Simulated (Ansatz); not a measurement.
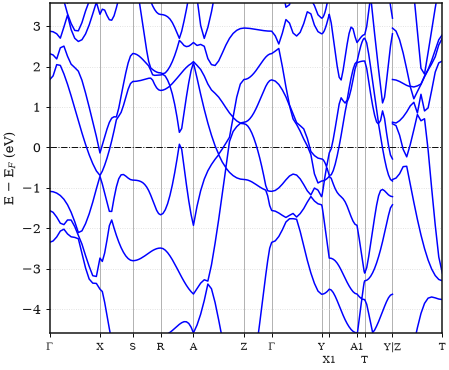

What does this figure show?

Band structure of TiSi, space group Cmmm, 2 atoms in the primitive cell (a = 2.79 Å, b = 2.79 Å, c = 3.80 Å, α = 90.00°, β = 90.00°, γ = 98.76°). Ansatz 0.2.0; LDA, Ansatz PAW, no spin polarisation, no spin-orbit coupling, 10×10×7 k mesh, 420 eV cutoff, Fermi-Dirac smearing of 0.05 eV. Energies are counted from the Fermi level.

A metal: bands cross the Fermi level along this path. At A1 the nearest levels lie 1.93 eV below and 2.09 eV above the Fermi level.

The PAW data sets were made with another functional. The cell is at −8 GPa in this functional. The cell comes from a database of computed structures, and whether it is the stable form of this composition wasn't checked. Bands are joined in order of energy, so crossings between the computed points show as kinks or gaps. In reduced coordinates of the cell that was run, X is (0.434, 0.434, 0), S is (0, 0.5, 0), R is (0, 0.5, 0.5), A is (0.434, 0.434, 0.5), Z is (0, 0, 0.5), Y is (−0.5, 0.5, 0), X1 is (−0.434, 0.566, 0), A1 is (−0.434, 0.566, 0.5) and T is (−0.5, 0.5, 0.5).
